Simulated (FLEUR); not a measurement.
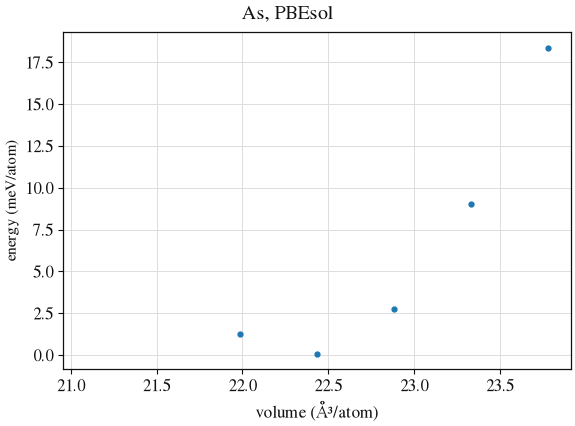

The figure shows the energy against volume for As, space group Cmce (No. 64).

The given structure:
```yaml
crystal:
  lattice:
    - [1.82500, -5.50000, 0.00000]
    - [1.82500, 5.50000, 0.00000]
    - [0.00000, 0.00000, 4.47000]
  atoms:
    - { symbol: As, position: [0.39000, 0.61000, 0.56000] }
    - { symbol: As, position: [0.89000, 0.11000, 0.94000] }
    - { symbol: As, position: [0.61000, 0.39000, 0.44000] }
    - { symbol: As, position: [0.11000, 0.89000, 0.06000] }
```

Method: all-electron LAPW DFT, no spin polarisation; energies at scaled volumes of the given cell, shape and fractions fixed, counted from the fit's minimum, third-order Birch-Murnaghan fit (FLEUR MaX-R8.1 (later development tree)). Level: PBEsol.

k mesh 8×8×6; occupations Fermi–Dirac; smearing width 0.05 eV; potentials all electron; program settings basis FLAPW, kmax 4.67 1/bohr.

The points at volume 21.09 Å³/atom and 21.54 Å³/atom are left out of the plot. What values does the calculation give there?

```csv
volume (Å³/atom),energy (meV/atom)
21.09,17.12
21.54,6.82
```

Caveats: shape and atomic fractions are frozen while scaling, which makes layered, chain and framework solids too stiff.
